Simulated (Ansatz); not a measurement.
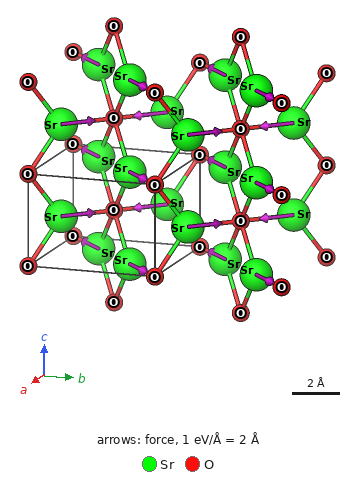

Starting geometry of crystalline Sr₂O (a generated structure, set up in P4_2/mnm) (coarse preliminary run) with the computed forces as purple arrows. A ball-and-stick model of the cell of the calculation, repeated 1 × 2 × 2 with one cell outlined, seen slightly off an axis.

These are results of DFT PBE, scalar-relativistic, plane waves, PAW in Ansatz 0.2.0, not measurements. (plane-wave cutoff 420 eV; k-point mesh 4 × 4 × 4; occupations gaussian; smearing width 0.1 eV; no spin polarisation; cell and atoms relaxed; force threshold 0.04 eV/Å; at most 70 steps)

Q: What follows when this structure is relaxed?

A: It isn't relaxed: the largest force vector, on Sr atoms, is 0.85 eV/Å. The atoms end up moving mostly along the starting forces (cosine between the two patterns 1.00). The energy falls by 199 meV per atom in 6 accepted moves (8 points after the start). Largest force component: 0.6 eV/Å at the start, 0.021 eV/Å at the end. Pressure: 6.18 GPa at the start and 0.10 GPa at the end. At 2 points the geometry stayed and the basis and grid were re-selected for the new cell (energy shift of 14.4 meV per atom at most each time). The largest moves relative to the cell, 0.052 Å, are those of Sr atoms. O stays in place. The drawn cell changes as follows: a = b 5.822 → 6.534 Å (+12.2 %), c 4.105 → 3.741 Å (−8.9 %); the volume changes by +14.8 %. Some distances before and after: Sr–Sr 3.151 → 3.640 Å, O–Sr 2.542 → 2.800 Å, O–Sr 2.588 → 2.610 Å. Bond angles that change, for instance: Sr–O–Sr 75.0° → 88.4°, O–Sr–O 105.0° → 91.6°, Sr–O–Sr 105.0° → 91.6°. The space group stays P4_2/mnm (No. 136). The run took 57 s on 1 thread of Arm Neoverse V1, on a shared host, peak memory 0.39 GiB.

Limits of the set-up: the k-point mesh is coarse for a cell with partly filled bands.
